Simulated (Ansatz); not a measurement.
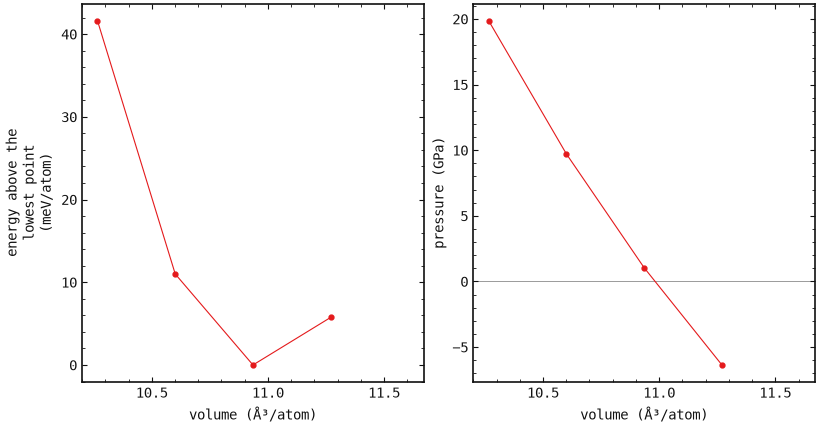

Plotted: energy above the lowest point and pressure against volume for ZrO₂, space group Fm-3m (No. 225) (one of a set of cubic test structures, which need not be the stable phase).

Computed with Ansatz 0.2.0 development build: equation of state of a cubic crystal from periodic Kohn-Sham density functional theory without spin, third-order Birch-Murnaghan fit to the free energies; pressure corrected for the finite basis. Level: r2SCAN.

| setting | value |
| --- | --- |
| structure type | fluorite |
| atoms in cell | 3 |
| space group number | 225 |
| lattice centring | face-centred primitive |
| k mesh | 12×12×12 |
| occupation method | Fermi–Dirac |
| occupation width | 0.1 eV |
| wave cutoff | 1050 eV |
| datasets | hand-made PAW |
| density tolerance | 1e−09 eV |
| bands | 16 |
| density cutoff ratio | 5 |
| search for lower states | default |
| xc grid level | 2 |

The point at volume 11.61 Å³/atom is left out of the plot. What does the calculation give there?

```csv
volume (Å³/atom),energy above the lowest point (meV/atom),pressure (GPa)
11.61,25.8,-12.7
```

Keep in mind: cubic model structure, not the ambient form.
